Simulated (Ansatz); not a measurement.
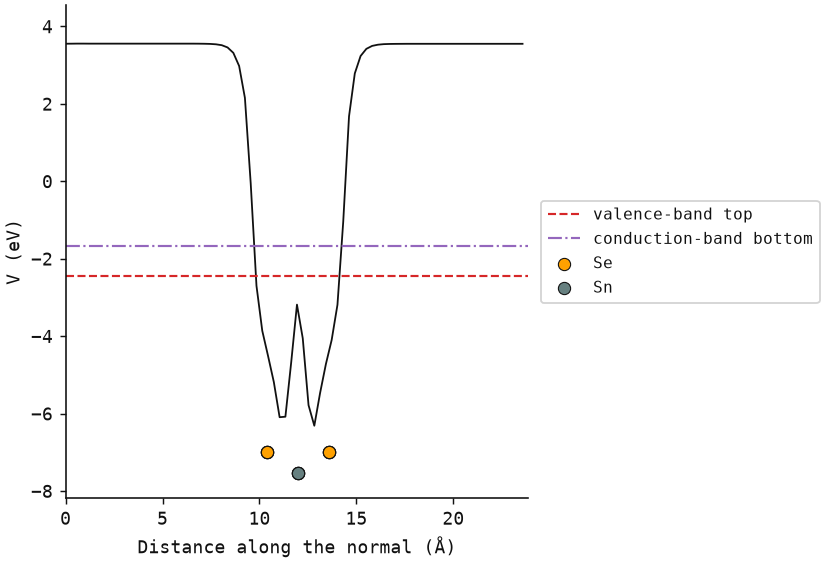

Plane-averaged electrostatic potential energy of an electron across the slab; circles at the bottom mark the heights of the atoms.

The Ansatz input:

```
crystal:
  lattice:
    - [7.6780971922, 0.0, 0.0]
    - [-3.8390485961, 6.6494272212, 0.0]
    - [0.0, 0.0, 23.8656039997]
  atoms:
    - { symbol: Se, position: [0.3333333333, 0.1666666667, 0.335210456] }
    - { symbol: Se, position: [0.3333333333, 0.6666666667, 0.335210456] }
    - { symbol: Se, position: [0.8333333333, 0.1666666667, 0.335210456] }
    - { symbol: Se, position: [0.8333333333, 0.6666666667, 0.335210456] }
    - { symbol: Sn, position: [-0.0004689044, -0.0001624013, 0.4022282452] }
    - { symbol: Sn, position: [-1.37541e-05, 0.500004576, 0.401398482] }
    - { symbol: Sn, position: [0.5002241324, -0.0001872563, 0.4022385617] }
    - { symbol: Sn, position: [0.5002065708, 0.5004650443, 0.4022401307] }
    - { symbol: Se, position: [0.165958903, 0.3341158435, 0.4685928068] }
    - { symbol: Se, position: [0.1658989691, 0.8320070798, 0.4685782154] }
    - { symbol: Se, position: [0.6680932919, 0.3340871286, 0.4685889315] }
    - { symbol: Se, position: [0.6666320731, 0.8333839477, 0.4692143189] }
basis:
  ecutwfc: 420
kpoints:
  mp_grid: { grid: [3, 3, 1] }
hamiltonian:
  xc: pbe
  dispersion: d3bj
scf:
  occupations: { method: gaussian, width: 0.05 }
output:
  forces: true
  eigenvalues: true
  write_density: true
  volumetric_format: npy
efield:
  axis: 3
  dipole_correction: true
  ramp_width: 0.04
```

Command:
```bash
ansatz run input.yaml --threads 4 --pin off --max-ram 10240MiB --backend cpu --events-out ev --progress --plain --runs-dir out
```

What are the ionisation potential and the electron affinity of the slab?

Answer. From the vacuum level at the right face the ionisation potential is 6.00 eV and the electron affinity 5.22 eV; the left face gives the same. The slab's gap, their difference before rounding, is 0.79 eV. The two vacuum levels agree, so the slab has no net dipole along its normal.

How thick are slab and vacuum?

Answer. The outermost atoms are 3.2 Å apart, which leaves 20.7 Å of vacuum in a cell 23.9 Å high.
